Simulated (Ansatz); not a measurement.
**Al₃N₂: density, localisation and related maps**

The calculation's input:

```
crystal:
  lattice:
    - [2.7220689072, 0.0, 0.0]
    - [0.0, 2.7220689072, 0.0]
    - [0.0, 0.0, 10.7744027981]
  atoms:
    - { symbol: Al, position: [0.5, 0.5, 0.8336930081] }
    - { symbol: Al, position: [0.5, 0.5, 0.1663069919] }
    - { symbol: Al, position: [0.5, 0.5, 0.5] }
    - { symbol: "N", position: [0.5, 0.5, 0.0] }
    - { symbol: "N", position: [0.0, 0.0, 0.5] }
basis:
  ecutwfc: 420
kpoints:
  mp_grid: { grid: [14, 14, 4] }
hamiltonian:
  xc: pbe
scf:
  occupations: { method: gaussian, width: 0.1 }
output:
  forces: true
  stress: true
  eigenvalues: true
  write_density: true
  write_potential: true
  elf: true
  volumetric_format: npy
relax:
  adjacent_minimum: "off"
  f_tol: 0.01
  max_steps: 80
  cell: { stress_tol: 0.05 }
```

Launched as:

```sh
ansatz run input.yaml --threads 1 --pin off --max-ram 2560MiB --backend cpu --events-out ev --progress --plain --runs-dir out
```

Below, planes, directions and counts refer to the conventional cell (a = 2.71 Å, b = 2.71 Å, c = 11.06 Å, α = 90.00°, β = 90.00°, γ = 90.00°).

The fields are those of the run's last geometry, not of the input's.

Space group P4/mmm; a structure generated by program, which may or may not match a known phase; computed without spin polarisation.

Method: DFT PBE, scalar-relativistic, plane waves, PAW in Ansatz.

The density is the valence pseudo-density of a PAW calculation; it isn't the true density close to the nuclei.

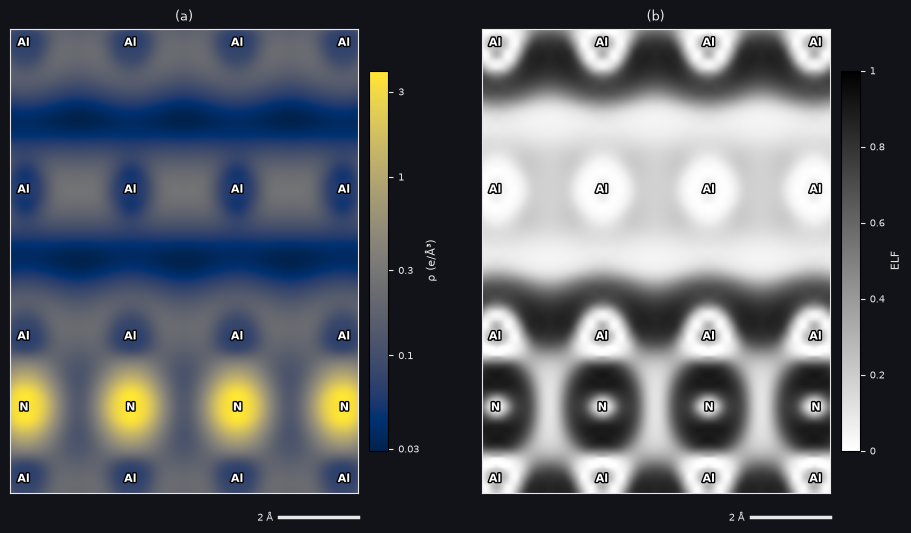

Figure 1. (a) valence charge density (pseudo); (b) ELF on the (010) plane of the conventional cell.

What does the map show?

- Atoms in the plane: Al and N.
- Al–N (1.81 Å): ρ at the midpoint is about 0.79 e/Å³; the ELF peaks at about 0.90 between the atoms.
- Between the atoms the lowest density in this plane is 0.03 e/Å³.

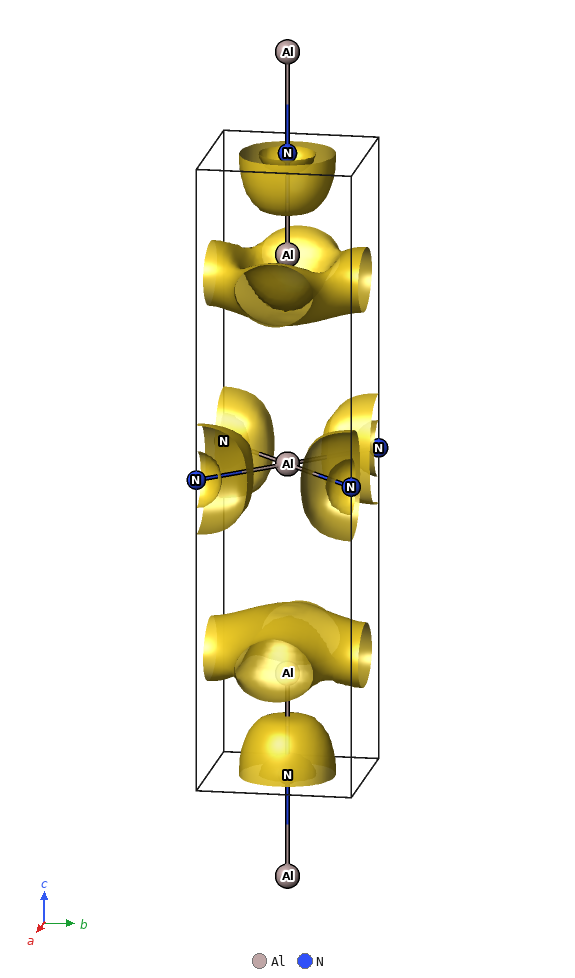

Figure 2. Isosurface of the electron localisation function at 0.7 (yellow), seen slightly off an axis. Core shells and regions of very low density are left out. Sticks mark near contacts.

Describe the localisation domains.

The surface consists of two regions on N in which the atom's valence shell and bonds are merged and sheets that run through the cell in two directions, counted in one cell of 5 atoms. Regions shared between cells count once. Profiles from the grid: Al–N (1.92 Å): the ELF peaks at about 0.85 in the valence shell of N, 0.7 Å from its nucleus, and is about 0.80 at the midpoint.

Does the calculation make it a metal, or give it a gap?

It is gapless in this calculation (a metal or semimetal).
